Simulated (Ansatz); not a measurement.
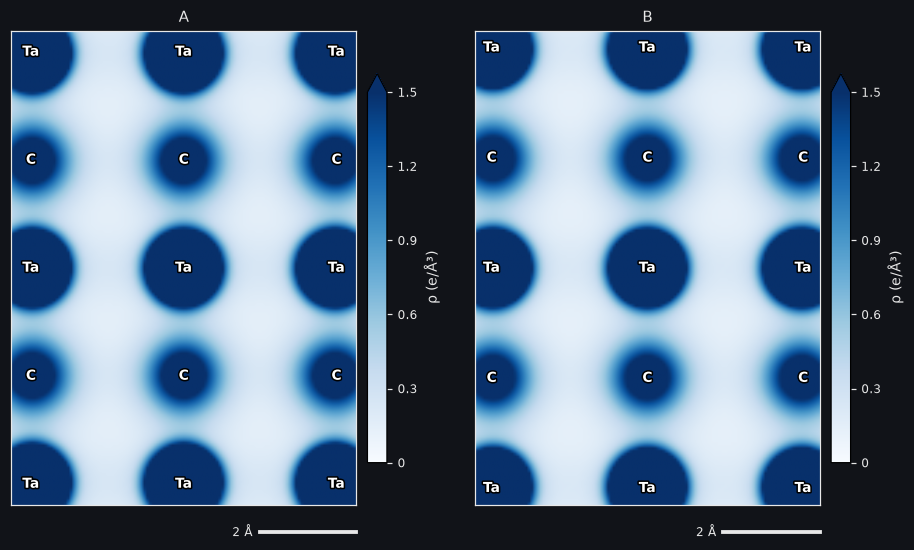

TaC. The valence electron density of two cells that differ in size, on the (011̄) plane of each (indices in the axes of the calculation cell), at one length scale and on one colour scale; one has 11.1 and the other 11.8 Å³ an atom.

All numbers below come from DFT r2SCAN, scalar-relativistic, plane waves, PAW (Ansatz).

The density is the valence pseudo-density of a PAW calculation; it isn't the true density close to the nuclei.

Question: Which panel shows the smaller cell, and what does the compression change?

Answer: Panel A is the smaller cell, by 6 % in volume. From the larger cell to the smaller, Ta–C goes from 2.27 to 2.23 Å, and the density at its midpoint from 0.52 to 0.56 e/Å³; the pressure goes from −18 to 0.0 GPa.
